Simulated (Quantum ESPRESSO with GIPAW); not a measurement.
# Strain and the 15N shielding in GaN

GIPAW runs (PBEsol, plane-wave PAW from pslibrary 1.0.0 recipes, cutoffs 70 and 420 Ry, one 10×10×6 mesh for all shielding runs; Quantum ESPRESSO with GIPAW, a patched development version; no spin-orbit coupling, no macroscopic shape term) on GaN, space group P6_3mc before straining. The cell below is strained equally along all axes, and the atoms were let relax in pw.x at each strain but kept their fractional coordinates.

```
CELL_PARAMETERS angstrom
3.18000 0.00000 0.00000
-1.59000 2.75396 0.00000
0.00000 0.00000 5.16600
ATOMIC_POSITIONS crystal
Ga 0.66667 0.33333 0.49897
Ga 0.33333 0.66667 0.99897
N 0.66667 0.33333 0.87603
N 0.33333 0.66667 0.37603
```

The cell is an entry of the Crystallography Open Database; it need not be the form that is stable at ambient conditions.

The bonds are those of N (atom 3; bound to Ga4). One row is withheld.

| strain (%) | mean bond (Å) | σ_iso Ga (ppm) | σ_iso N (ppm) | span N (ppm) |
| --- | --- | --- | --- | --- |
| -2 | 1.9051 | 1291.16 | 136.00 | 10.5 |
| -1.5 | 1.9149 | ? | ? | ? |
| -1 | 1.9246 | 1314.19 | 123.84 | 10.2 |
| 0 | 1.9440 | 1336.15 | 110.68 | 10.1 |
| +1 | 1.9635 | 1357.04 | 96.16 | 10.1 |
| +2 | 1.9829 | 1376.98 | 79.83 | 10.3 |

**Task.** Fit σ_iso of N against strain, judge whether a straight line is enough, and predict the withheld row at -1.5 %.

1. With n = 5: Σx = 0.000, Σy = 546.51, Σx² = 10.0000, Σxy = -140.020.

2. Slope b = (nΣxy − ΣxΣy)/(nΣx² − (Σx)²) = -14.00 ppm per %, intercept a = (Σy − bΣx)/n = 109.30 ppm.

3. Residuals (run less line), in the order of the table: -1.31, +0.54, +1.38, +0.86, -1.47 ppm. They bend in one sense; the largest is 2.6 % of the range of σ, so a quadratic term is needed: σ = 110.69 − 14.002 x − 0.693 x², with residuals of 0.17 ppm or less.

4. At -1.5 % (inside the fitted range) the line gives 130.31 ppm and the parabola 130.13 ppm.

5. The run gives:

| strain (%) | mean bond (Å) | σ_iso Ga (ppm) | σ_iso N (ppm) | span N (ppm) |
| --- | --- | --- | --- | --- |
| -1.5 | 1.9149 | 1302.81 | 130.03 | 10.3 |

Prediction less run: the line misses by +0.28 ppm, the parabola by +0.10 ppm. By the parabola, a strain of +1 % changes σ of N by -14.69 ppm and one of −1 % by +13.31 ppm; the mean slope is -14.00 ppm per %, or 7.2 ppm for 0.01 Å of mean bond length. The shift moves the opposite way, scaled by the slope of a reference line. Over the table σ of Ga goes from 1291.16 to 1376.98 ppm. Zero strain is the database's lattice with relaxed atoms, not this functional's rest cell, and neither cutoff nor mesh was tested for the slopes. The omitted shape term, common to all sites, changes with strain too. This build of gipaw.x prints that it is not audited and that its numbers are no references by themselves. pw.x warned of eigenvalues not converged in some cycles of these runs, which then met the threshold.

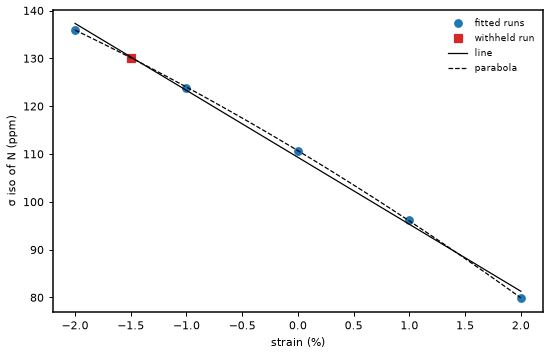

σ_iso of N against strain.

[Banner, clock, file and message-heading lines were taken out of the pw.x and gipaw.x logs.]

[Logs are printed without paths, hosts, clocks, repeated set-up lines and the standing remarks that a program may print on its own settings, such as how far it seeks lower states.]

[Hosts, paths, dates, database ids (printed as entryN), source tags and the programs' standing remarks are cut or masked in the printed files.]
